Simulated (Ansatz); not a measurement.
## Mg: 7 runs along one coordinate

System: Mg (Im-3m, 1 atom in the cell).
Method: Kohn-Sham DFT of a periodic cell, PBE, all-electron LAPW, scalar-relativistic, no spin polarisation (Ansatz 0.2.0).

The 7 runs differ only in the geometry, by an even scaling of the cell at fixed fractional positions. The structure derives from a Materials Project entry.

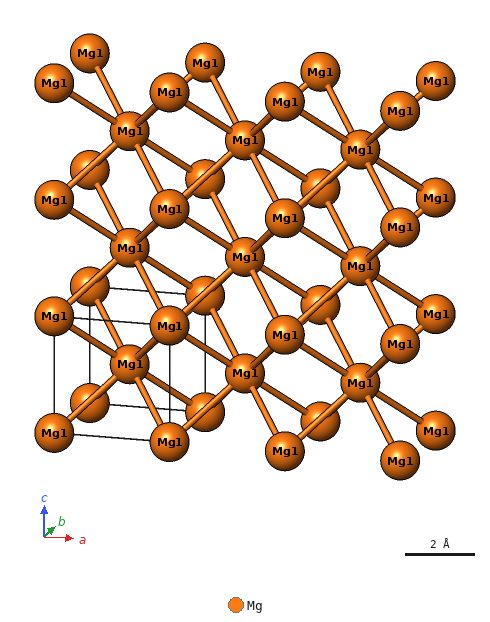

Figure 1. The structure of run 4 (ball-and-stick view of the cell 2 times as large as that of the calculation, set on its symmetry axes, repeated 3 × 1 × 3, seen slightly off an axis; atoms are numbered from 1 in the order of the input).

### Input of run 4
```yaml
crystal:
  lattice:
    - [-1.7727644967, 1.7727644967, 1.7727644967]
    - [1.7727644967, -1.7727644967, 1.7727644967]
    - [1.7727644967, 1.7727644967, -1.7727644967]
  atoms:
    - { symbol: Mg, position: [0.0, 0.0, 0.0] }
kpoints:
  mp_grid: { grid: [11, 11, 11] }
scf:
  occupations: { method: fermi_dirac, width: 0.05 }
hamiltonian:
  xc: pbe
  pseudopotentials: { kind: all_electron, lapw: { basis_error: 0.0005 } }
output:
  forces: true
  stress: true
  eigenvalues: true
```

Command:
```bash
ansatz run input.yaml --threads 1 --pin off --max-ram 2560MiB --backend cpu --events-out ev --progress --plain --runs-dir out
```

Lattice vectors (Å) and fractional positions of run 4:
```
  -1.772764    1.772764    1.772764
   1.772764   -1.772764    1.772764
   1.772764    1.772764   -1.772764
Mg  0.000000  0.000000  0.000000
```

Run 3 differs from it as follows:
```diff
-    - [-1.7727644967, 1.7727644967, 1.7727644967]
-    - [1.7727644967, -1.7727644967, 1.7727644967]
-    - [1.7727644967, 1.7727644967, -1.7727644967]
+    - [-1.7608663899, 1.7608663899, 1.7608663899]
+    - [1.7608663899, -1.7608663899, 1.7608663899]
+    - [1.7608663899, 1.7608663899, -1.7608663899]
```

### Results, with one run withheld

```csv
run,volume per atom (Å³),"free energy per atom, from the lowest run given (meV)",pressure (GPa)
1,20.948,20.07,3.68
2,21.394,11.27,2.67
3,21.839,?,?
4,22.285,1.46,0.91
5,22.731,0.00,0.16
6,23.176,0.54,−0.53
7,23.622,2.89,−1.15
```

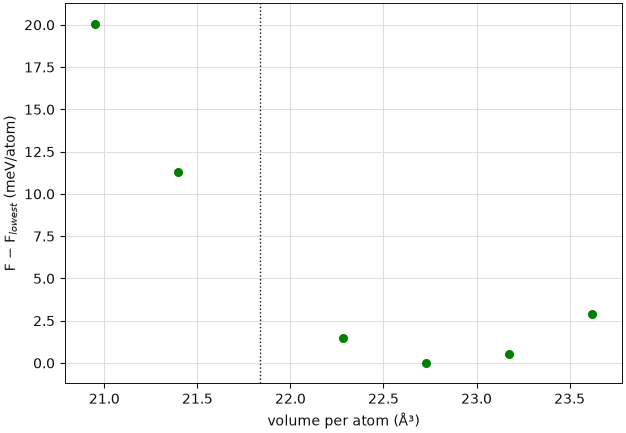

Figure 2. Free energy per atom of the runs given; the dotted line marks run 3.

Estimate the energy of run 3 from the others.

A cubic polynomial in V^(−2/3) (the Birch–Murnaghan form), fitted to the 6 runs given, misses them by at most 0.01 meV per atom. With x = V^(−2/3) − 0.12612 Å⁻², it reads F = 1.2414 + 1391.3 x + 3.7475e+05 x² − 1.0441e+05 x³ (meV per atom). At run 3 it gives 5.15 meV per atom, and the run itself gives 5.16. The slope of the fit gives a pressure −dF/dV of 1.75 GPa there, and the run prints 1.75 GPa. The fit has its minimum at 22.828 Å³ per atom, where V d²F/dV² gives 36.2 GPa: the bulk modulus at this level, since symmetry fixes the shape and the positions.

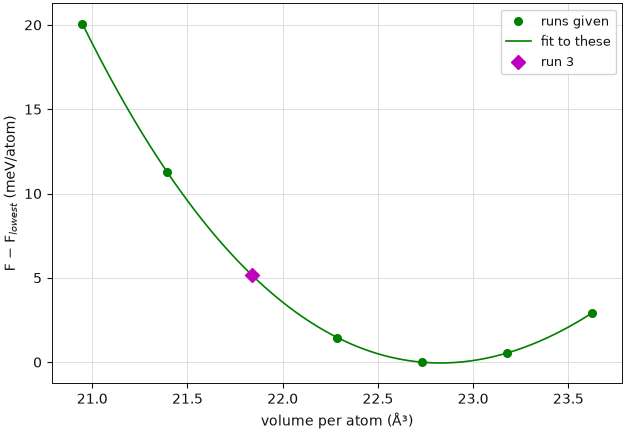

Figure 3. The fit and the withheld run.

### Output, shortened to warnings, some set-up lines, iterations and results (run 3)
```
Basis set: ecut = 133.93220535660637 eV, 79 PW (Γ), exchange–correlation at level 2
Symmetry: 48 space group operations
k-points: 56 of 1331
Initial density: superposition of atomic densities (chi_scale 0.1, normalization cell)
[...]
SCF iter   1: F=—  HF=-5451.367642 eV  |F-HF|=—  |Δ(HF+E_count)|=         —  Δρ=8.99e-3  dr2=1.55e-2  ethr=1.55e-4  ⟨swp⟩=3.2  Hψ=3988  notcnv=0
SCF iter   2: F=—  HF=-5451.360683 eV  |F-HF|=—  |Δ(HF+E_count)|=   6.96e-3  Δρ=4.39e-3  dr2=3.70e-3  ethr=1.55e-4  ⟨swp⟩=2.0  Hψ=1418  notcnv=0
SCF iter   3: F=—  HF=-5451.358934 eV  |F-HF|=—  |Δ(HF+E_count)|=   1.75e-3  Δρ=9.75e-5  dr2=1.63e-6  ethr=1.64e-8  ⟨swp⟩=2.5  Hψ=2468  notcnv=0
SCF iter   4: F=—  HF=-5451.358888 eV  |F-HF|=—  |Δ(HF+E_count)|=   4.53e-5  Δρ=1.65e-5  dr2=3.10e-8  ethr=1.63e-8  ⟨swp⟩=2.0  Hψ=1418  notcnv=0
SCF iter   5: F=-5451.358888 eV  HF=-5451.358888 eV  |F-HF|=5.68e-9  |Δ(HF+E_count)|=   4.29e-8  Δρ=3.90e-6  dr2=2.58e-9  ethr=3.10e-10  ⟨swp⟩=2.9  Hψ=1479  notcnv=0
SCF 1 converged in 5 iterations: F = -5451.358888 eV  dr2 = 2.58e-9
SCF converged after 5 iterations
Free energy (F): -5451.358888 eV
Harris-Foulkes:  -5451.358888 eV  (|F-HF|=5.68e-9)
Internal energy: -5451.356413 eV  (E = F + TS)
E sigma→0 (E₀):  -5451.357651 eV
Entropy (-TS):   -0.002476 eV (-2.476 meV/atom)
Fermi energy:    5.829087 eV
--- Per-component energies (eV) ---
  E_band       = -355.880032
  E_kinetic    = 5459.421986
  E_xc         = -447.789073
  E_electrostatic = -10462.989325  (all electrons and nuclei)
  E_smearing   = -0.002476  (= −TS)
  E_closure    = 0.000000  (closes the sum)
  E_atoms      = -5449.889430  (free atoms, spherical and without spin; not in F)
  Σ components = -5451.358888   (vs F -5451.358888, Δ=0.00e0)
  Basis errors (estimates in eV, not in F): energy 1.3e-4 per atom: plane waves 1.3e-4 (6.9e-5 summed), levels above the bands 1.1e-75, relativity 7.1e-10, radial functions 2.8e-6, core shells 1.6e-16; eigenvalues (radial functions only) 3.3e-5; not estimated: angular momenta, meshes, grids; target …
--- Forces (eV/Å), atoms counted from 1 ---
  atom   1  Mg     0.00000000    -0.00000000     0.00000000
  max |Σ_I F_I| component: 4.11e-33 eV/Å
--- Stress (GPa, compression-positive) ---
        1.746294       0.000000       0.000000
        0.000000       1.746294      -0.000000
        0.000000      -0.000000       1.746294
  P = ⅓ Tr σ = 1.7463 GPa (17.463 kbar)
```
